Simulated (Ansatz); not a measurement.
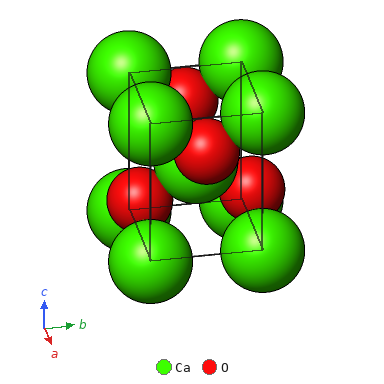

Structure drawing (space-filling), viewed from a general direction. The lines enclose the conventional unit cell; boundary atoms appear with their images.

CaO, space group Imm2 (No. 44), a = 3.58 Å, b = 3.79 Å, c = 5.21 Å, α = 90.00°, β = 90.00°, γ = 90.00°.

Level of theory and settings: DFT, r2SCAN, plane waves, PAW (Ansatz), a kinetic-energy cutoff of 500 eV, k-points about 0.27 Å⁻¹ apart, no spin polarisation.

How large a gap does the method give, if there is one?

Answer. An insulator at this level, with a gap of 3.69 eV, indirect; the smallest direct gap is 4.26 eV.

What is the computed pressure?

Answer. The computed pressure is -0.1 GPa, close to zero. The stress isn't hydrostatic: its largest component is 2.2 GPa.

Its origin is a structure type filled with these elements by a generator (whether the compound takes this form wasn't checked). The cell was then strained or its atoms displaced on purpose. A calculation with Ansatz used it as input.
